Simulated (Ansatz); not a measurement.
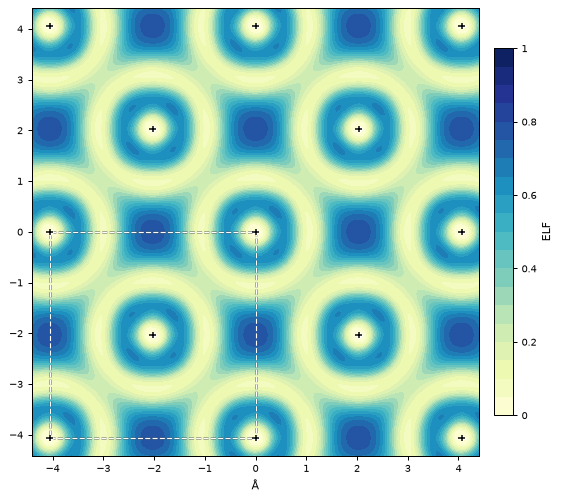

The ELF on a plane through atoms (crosses mark nuclei in the plane).

Computed with DFT r2SCAN, scalar-relativistic, plane waves, PAW in Ansatz.

Candidates:
A. Ti, a = 4.06 Å, b = 4.06 Å, c = 4.06 Å, α = 90.00°, β = 90.00°, γ = 90.00°. Space group Fm-3m; computed pressure about 4 GPa in this cell; computed without spin polarisation.
B. CuO, a = 2.95 Å, b = 2.95 Å, c = 5.15 Å, α = 90.00°, β = 90.00°, γ = 90.16°. Space group Cccm; a structure from a database of computed crystals, not necessarily the ambient phase; computed pressure about −5 GPa in this cell; spin-polarised.
C. SiO$_{2}$, a = 5.03 Å, b = 5.03 Å, c = 7.38 Å, α = 90.00°, β = 90.00°, γ = 90.00°. Space group I-42d; computed pressure about −4 GPa in this cell.

### Which candidate gave the map?

Candidate A: Ti on the (010) plane of the conventional cell, which holds Ti. Ti–Ti (2.87 Å): the ELF is about 0.20 at the midpoint (no localised pair shows between them).
